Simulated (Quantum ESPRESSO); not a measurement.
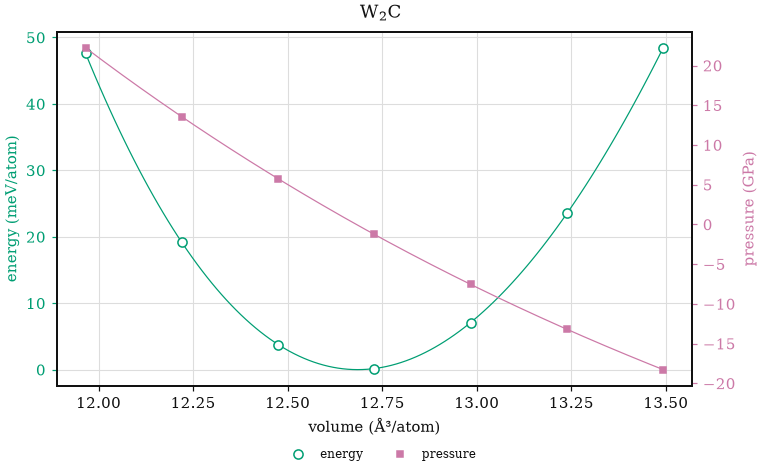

Plotted: energy and pressure against volume for W₂C, space group P-3m1 (No. 164).

Cell as given: a = 3.070 Å, b = 3.070 Å, c = 4.678 Å, α = 90.00°, β = 90.00°, γ = 120.00°; 3 atoms.

Calculation (Quantum ESPRESSO 7.5): plane-wave DFT, no spin polarisation; energies at scaled volumes of the given cell, shape and fractions fixed, counted from the fit's minimum, third-order Birch-Murnaghan fit. Level: PBE.

```tsv
setting	value
k mesh	10×10×6
occupations	Fermi–Dirac
smearing width	0.05 eV
potentials	SSSP 1.3 efficiency PBE
wave cutoff	748.3 eV
density cutoff	5987 eV
```

Q: Give the fitted equation-of-state parameters.

A: A third-order Birch–Murnaghan fit gives V0 = 12.69 Å³/atom, B0 = 337 GPa and B′ = 4.3.

Q: Read off the course of the pressure.

A: It falls from 22.23 GPa at volume 11.97 Å³/atom to −18.28 GPa at 13.49 Å³/atom, and changes sign near 12.68 Å³/atom.

Keep in mind: shape and atomic fractions are frozen while scaling, which makes layered, chain and framework solids too stiff.

The computed values:

```json
{"volume (Å³/atom)": "11.97", "energy (meV/atom)": "47.62", "pressure (GPa)": "22.23"}
{"volume (Å³/atom)": "12.22", "energy (meV/atom)": "19.16", "pressure (GPa)": "13.55"}
{"volume (Å³/atom)": "12.47", "energy (meV/atom)": "3.78", "pressure (GPa)": "5.75"}
{"volume (Å³/atom)": "12.73", "energy (meV/atom)": "0.15", "pressure (GPa)": "-1.26"}
{"volume (Å³/atom)": "12.98", "energy (meV/atom)": "7.09", "pressure (GPa)": "-7.55"}
{"volume (Å³/atom)": "13.24", "energy (meV/atom)": "23.51", "pressure (GPa)": "-13.20"}
{"volume (Å³/atom)": "13.49", "energy (meV/atom)": "48.44", "pressure (GPa)": "-18.28"}
```
